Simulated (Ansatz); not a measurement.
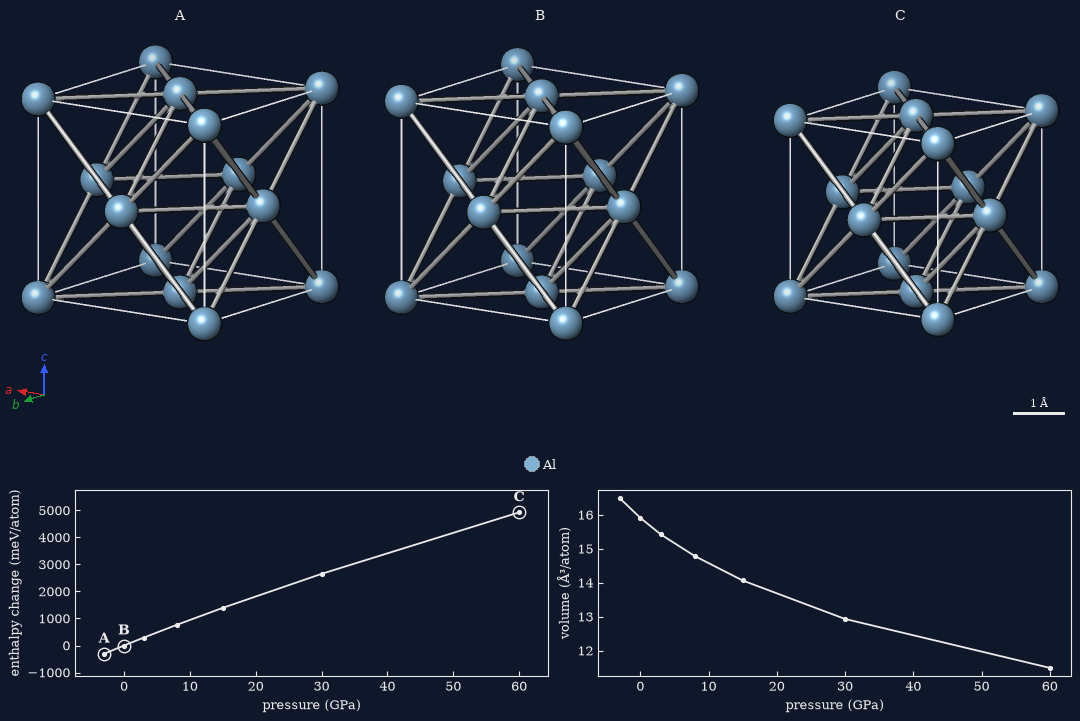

Members of a series of calculations on crystalline Al (set up in Fm-3m), marked on the first curve. Style: ball-and-stick. Shown: the conventional cell (4 times the calculation's cell), from a free direction. Lengths and directions refer to the drawn axes.

All numbers below come from Ansatz 0.2.0, DFT r2SCAN, scalar-relativistic, plane waves, PAW. Set-up: plane-wave cutoff 500 eV; occupations gaussian; smearing width 0.1 eV; no spin polarisation. The k-mesh is chosen for each cell (18×18×18, 20×20×20).

**How does the crystal respond to pressure?**

The structure is relaxed at several pressures. A (pressure −3.0 GPa): enthalpy change −303 meV/atom, volume 16.49 Å³ per atom. B (pressure 0.0 GPa): enthalpy change 0.0 meV/atom, volume 15.91 Å³ per atom. C (pressure 60.0 GPa): enthalpy change 4927 meV/atom, volume 11.49 Å³ per atom. The rest compares A with C. The volume changes by −30.3 %, with a = b = c 4.040 → 3.582 Å (−11.3 %). Some distances before and after: Al–Al 2.857 → 2.533 Å.
